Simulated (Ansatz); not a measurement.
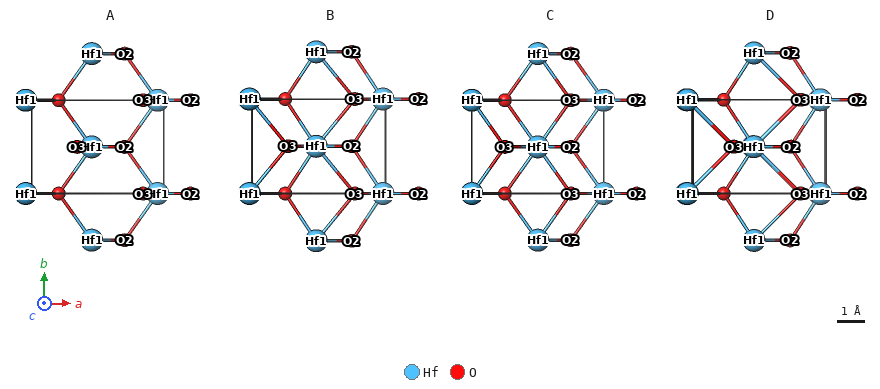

4 geometries from one relaxation of crystalline HfO$_{2}$ (set up in P1), in shuffled order. Style: ball-and-stick. Shown: the conventional cell (2 times the calculation's cell), along the c axis. Lengths and directions refer to the drawn axes.

Level of theory: DFT r2SCAN, scalar-relativistic, plane waves, PAW (Ansatz 0.2.0). (plane-wave cutoff 500 eV; k-point mesh 8 × 8 × 8; occupations gaussian; smearing width 0.05 eV; no spin polarisation; cell and atoms relaxed; force threshold 0.01 eV/Å; at most 80 steps)

Question: Put them in the order of the run, from the start to the converged end.

Answer: A, D, B, C. They are steps 0, 1, 2, 8, at +1647 meV per atom, +448 meV per atom, +109 meV per atom relative to the last. The largest move is that of O3, 0.50 Å along [−2 0 −1]. By element the largest moves are O 0.50 Å, Hf 0.25 Å. The cell stays as it was. Near-neighbour distances that change, for instance: O2–O3 1.836 → 2.529 Å, Hf1–O3 1.642 → 2.190 Å, Hf1–O3 (another image) 2.675 → 2.190 Å, Hf1–O3 (another image) 2.105 → 2.190 Å. New bonds form: Hf1–O3 (2.67 → 2.19 Å), Hf1–O3 (2.68 → 2.19 Å). Among the angles between lasting bonds that change: Hf1–O3–Hf1 145.0° → 109.5°, O3–Hf1–O3 145.0° → 109.5°, O2–Hf1–O3 160.0° → 180.0°. The space group (tolerance 0.01 Å) goes from Cm (No. 8) to Fm-3m (No. 225). Over 6 accepted moves (8 points after the start) the energy falls by 1647 meV per atom. The largest force component goes from 13 to under 0.0001 eV/Å. The pressure goes from 61.65 to 0.00 GPa. At 2 points the geometry stayed and the basis and grid were re-selected for the new cell (energy shift of less than 0.05 meV per atom at most each time). The run took 8.8 min on 1 thread of AMD EPYC (Zen 3), on a shared host, peak memory 0.65 GiB.
